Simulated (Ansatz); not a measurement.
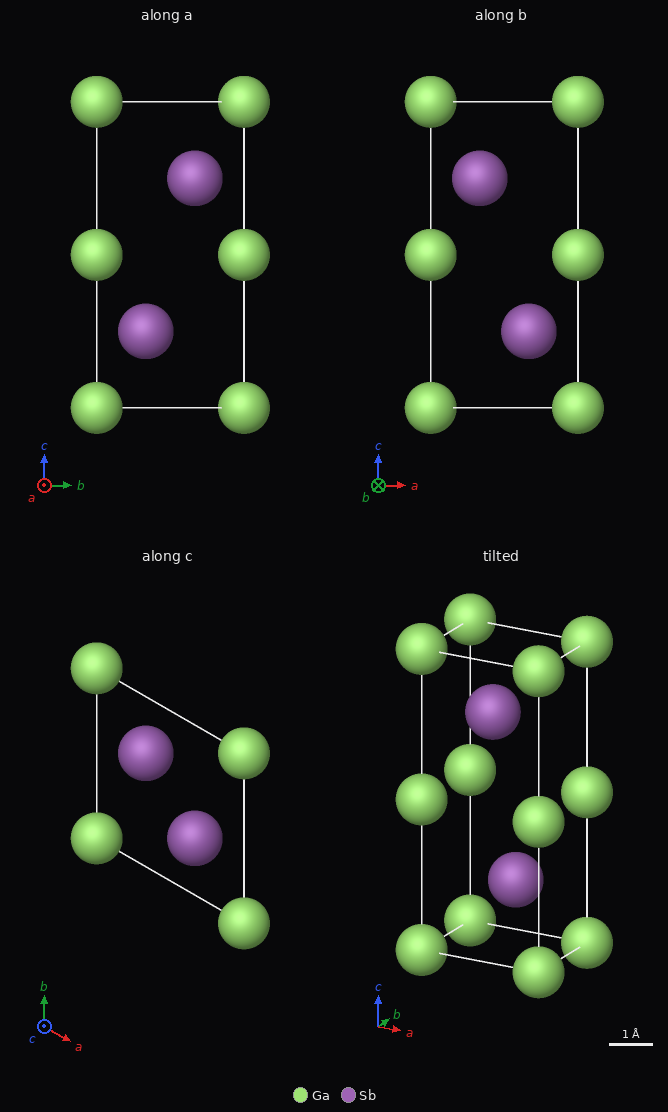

Drawn in the spheres-only manner and seen along the a axis, along the b axis, along the c axis and slightly off an axis. The conventional unit cell is drawn as a box.

Lattice parameters: a = 3.979 Å, b = 3.979 Å, c = 7.162 Å, α = 90.00°, β = 90.00°, γ = 120.00°. Put a along x and b in the xy plane.

Question: Transcribe the picture into a POSCAR file.

Answer:
```
Ga Sb
1.0
     3.979    0.000    0.000
    -1.989    3.446    0.000
     0.000    0.000    7.162
Ga Sb
2 2
Direct
  0.0000 0.0000 0.0000
  0.0000 0.0000 0.5000
  0.3333 0.6667 0.7500
  0.6667 0.3333 0.2500
```

Starting structure: a structure type filled with these elements by a generator (whether the compound takes this form wasn't checked). Atoms and cell were optimised with DFT PBE, scalar-relativistic, plane waves, PAW (Ansatz).
